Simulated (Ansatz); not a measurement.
System: C.

```
CELL_PARAMETERS angstrom
2.45587 0.00000 0.00000
-1.22793 2.12684 0.00000
0.00000 0.00000 29.67016
ATOMIC_POSITIONS crystal
C 0.66667 0.33333 0.63121
C 0.66667 0.33333 0.13121
C 0.66667 0.33333 0.36879
C 0.66667 0.33333 0.86879
C 0.00000 0.00000 0.25001
C 0.33333 0.66667 0.86879
C 0.00000 0.00000 0.75001
C 0.66667 0.33333 0.25001
C 0.33333 0.66667 0.36879
C 0.33333 0.66667 0.75001
C 0.33333 0.66667 0.13121
C 0.33333 0.66667 0.63121
```

Space group P6₃/mmc; a structure from a database of computed crystals, not necessarily the ambient phase.

The calculation used Ansatz, DFT r2SCAN, scalar-relativistic, plane waves, PAW.

> What will maps of the valence pseudo-density and electron localisation function show?

C–C (1.42 Å): ρ is about 2.1 e/Å³ halfway; the ELF peaks at about 0.95 between the atoms, as expected for a covalent bond.

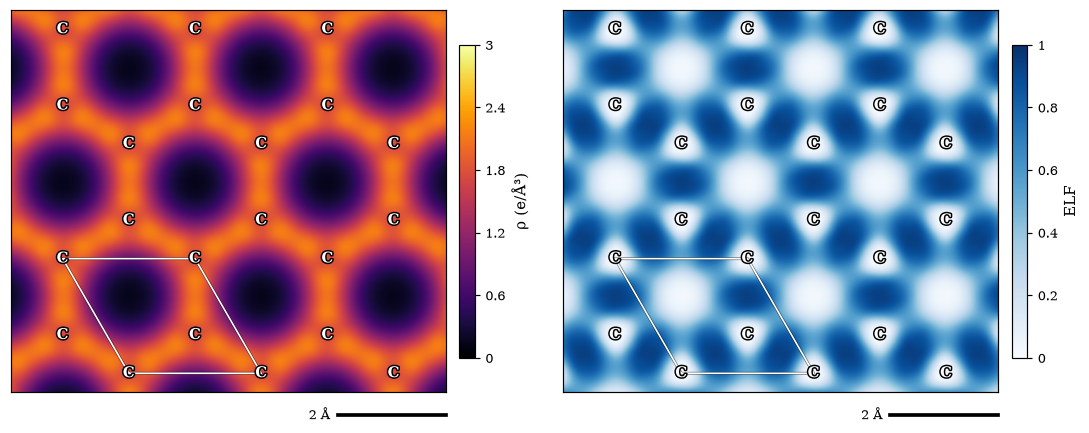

Computed valence pseudo-density and electron localisation function on the (001) plane of the conventional cell, in this order. 

In a PAW calculation such maps are meaningful between the atoms, not at the nuclei.
